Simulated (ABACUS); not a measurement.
## Run report: FeSi2, geometry relaxation (part 5 of 5)

The same run, continued: FeSi2 (P4/mmm, 3 atoms in the cell); Kohn-Sham DFT of a periodic cell, r2SCAN, SG15 ONCV 1.2 PBE, spin-polarised (ABACUS 3.10.1); cutoff 1414.99 eV, 6×6×3 k-mesh, fermi-dirac of 0.05 eV, collinear spins. The structure derives from an entry of the Crystallography Open Database.

Geometry of the input (Å; fractional positions):
```
2.6840  0.0000  0.0000
0.0000  2.6840  0.0000
0.0000  0.0000  5.1280
Fe 0.0000  0.0000  0.0000
Si 0.5000  0.5000  0.7300
Si 0.5000  0.5000  0.2700
```

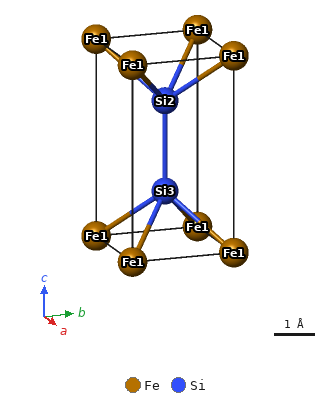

Figure 1. The geometry at step 5 of the log (ball-and-stick view of the cell of the calculation, seen slightly off an axis; atoms are numbered from 1 in the order of the input).

Trajectory as extended XYZ, continued:
```
3
Lattice="2.6933 -0.0000 -0.0000 0.0000 2.6933 0.0000 -0.0000 0.0000 5.0941" Properties=species:S:1:pos:R:3:forces:R:3 step=3 energy=-3435.46114 pressure_GPa=0.27
Fe    0.0000    0.0000    0.0000    0.0000   0.0000   0.0000
Si    1.3467    1.3467    3.7158    0.0000   0.0000  -0.0099
Si    1.3467    1.3467    1.3783    0.0000   0.0000   0.0099
3
Lattice="2.6932 -0.0000 -0.0000 0.0000 2.6932 0.0000 -0.0000 0.0000 5.0968" Properties=species:S:1:pos:R:3:forces:R:3 step=4 energy=-3435.46116 pressure_GPa=0.14
Fe    0.0000    0.0000    0.0000    0.0000   0.0000   0.0000
Si    1.3466    1.3466    3.7172    0.0000   0.0000   0.0088
Si    1.3466    1.3466    1.3796    0.0000   0.0000  -0.0088
3
Lattice="2.6945 -0.0000 -0.0000 0.0000 2.6945 0.0000 -0.0000 0.0000 5.0977" Properties=species:S:1:pos:R:3:forces:R:3 step=5 energy=-3435.46117 pressure_GPa=-0.07
Fe    0.0000    0.0000    0.0000    0.0000   0.0000   0.0000
Si    1.3473    1.3473    3.7185    0.0000   0.0000  -0.0058
Si    1.3473    1.3473    1.3792    0.0000   0.0000   0.0058
3
Lattice="2.6940 -0.0000 -0.0000 0.0000 2.6940 0.0000 -0.0000 0.0000 5.0974" Properties=species:S:1:pos:R:3:forces:R:3 step=6 energy=-3435.46118 pressure_GPa=0.00
Fe    0.0000    0.0000    0.0000    0.0000   0.0000   0.0000
Si    1.3470    1.3470    3.7180    0.0000   0.0000  -0.0001
Si    1.3470    1.3470    1.3793    0.0000   0.0000   0.0001
```

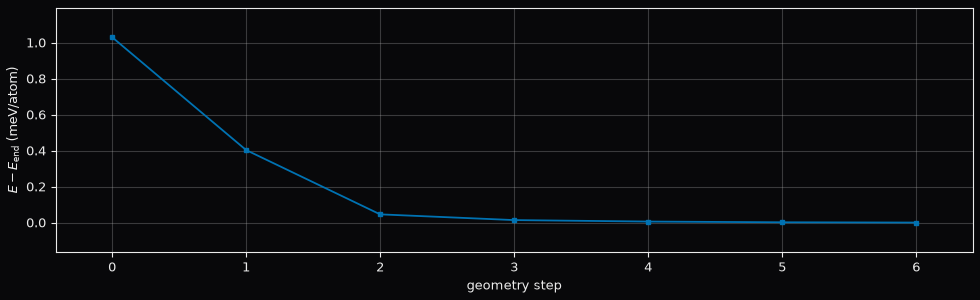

Figure 2. Progress of the relaxation, step by step (steps are counted from 0).

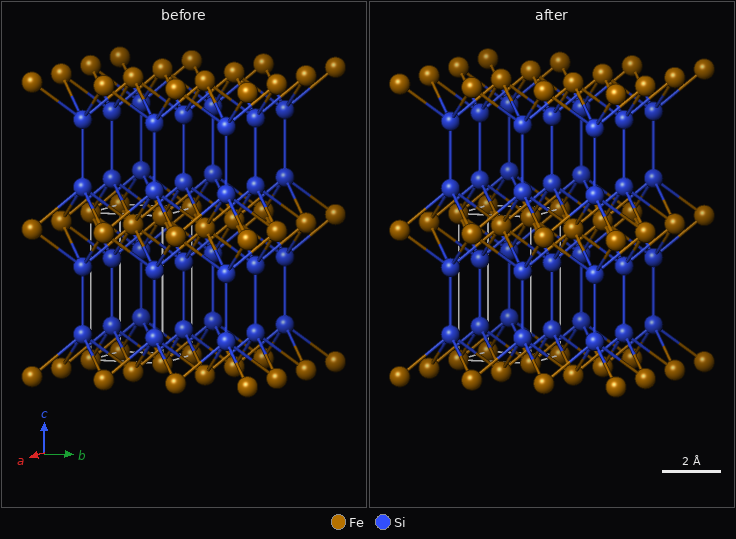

Figure 3. Before (left) and after (right) the relaxation, at one scale (ball-and-stick view of the cell of the calculation, repeated 3 × 3 × 2, seen slightly off an axis). Over 6 geometry steps the energy falls by 1.0 meV per atom. The largest force component goes from 0.15 to 0.00012 eV/Å. Pressure: 0.22 GPa at the start and 0.00 GPa at the end. No atom moves by more than 0.005 Å relative to the cell. The volume changes by +0.1 %, with a = b 2.684 → 2.694 Å (+0.4 %), c 5.128 → 5.097 Å (−0.6 %). Among the contacts that change: Si2–Si3 2.359 → 2.339 Å. The space group stays P4/mmm (No. 123). (Atoms are counted from 1 in the order of the input.)

Results in brief:

```tsv
quantity	value
outcome	converged
space group (tolerance 0.01 Å)	P4/mmm (123)
electrons treated	24
free energy	−3435.4612 eV
Fermi energy	14.361 eV
gap on the k-point mesh	none (metallic)
net moment of the cell	0.20 μB
integrated absolute moment	0.35 μB
pressure	0.00 GPa
final volume	37.00 Å³
largest force (length of the vector) at the end	under 0.001 eV/Å
final cell	a = 2.694 Å, b = 2.694 Å, c = 5.097 Å, α = 90.00°, β = 90.00°, γ = 90.00°
wall time	4.3 min (CPU time 17 min)
peak memory	0.56 GiB
```
